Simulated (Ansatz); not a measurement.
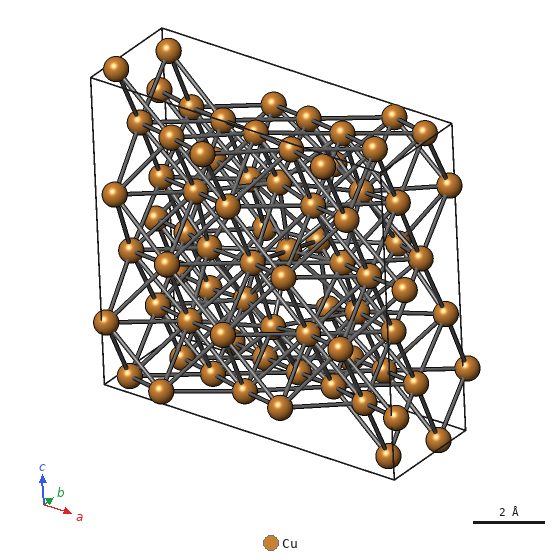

View slightly off an axis, drawn as a ball-and-stick model. The parallelepiped is the supercell. The host is Cu, in a cell of 62 sites, and the cell is neutral.

Spot the defect.

An interstitial copper atom. It is bonded to ten Cu at about 2.1 to 2.7 Å.

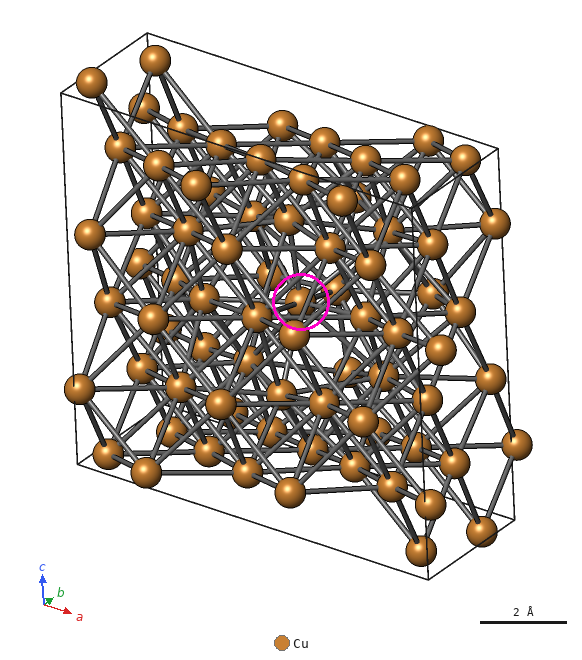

The same cell with a ring at the defect's site.

The atoms were relaxed in the host's cell with Ansatz, DFT PBE, scalar-relativistic, plane waves, PAW.
